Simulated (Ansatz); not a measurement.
Input

```
crystal:
  lattice:
    - [-0.8225592414, 2.2620379138, 2.2620379138]
    - [2.2620379138, -0.8225592414, 2.2620379138]
    - [2.2620379138, 2.2620379138, -0.8225592414]
  atoms:
    - { symbol: Mg, position: [0.0, 0.0, 0.0] }
    - { symbol: S, position: [0.5, 0.5, 0.5] }
basis:
  ecutwfc: 420
kpoints:
  mp_grid: { grid: [8, 8, 8] }
hamiltonian:
  xc: pbe
scf:
  occupations: { method: gaussian, width: 0.05 }
output:
  forces: true
  stress: true
  eigenvalues: true
  write_density: true
  write_potential: true
  elf: true
  volumetric_format: npy
```

Command:

```sh
ansatz run input.yaml --threads 1 --pin off --max-ram 2560MiB --backend cpu --events-out ev --progress --plain --runs-dir out
```

Below, planes, directions and counts refer to the conventional cell (a = 4.36 Å, b = 4.36 Å, c = 6.41 Å, α = 90.00°, β = 90.00°, γ = 120.00°).

Space group R-3m.

Method: DFT PBE, scalar-relativistic, plane waves, PAW in Ansatz 0.2.0.

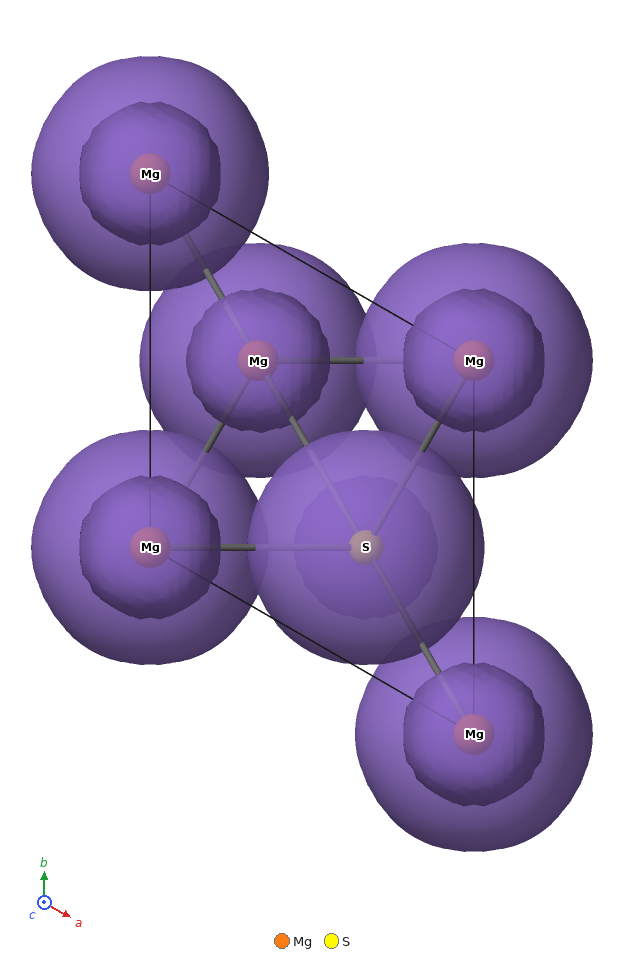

MgS. Isosurface of the valence charge density (pseudo) at 0.2 e/Å³ (purple), seen along the c axis. Sticks mark near contacts.

The density is the valence pseudo-density of a PAW calculation; it isn't the true density close to the nuclei.

Q: How is the density connected at this value?

A: At this value the density breaks into separate islands; it holds about 85 % of the electrons treated as valence (semicore included). It bridges none of the near contacts. It is pinched off along the sampled Mg–S (2.74 Å) contacts. On the grid the lowest density along these lines, outside the cores, is 0.13 e/Å³ (Mg–S, 2.74 Å).
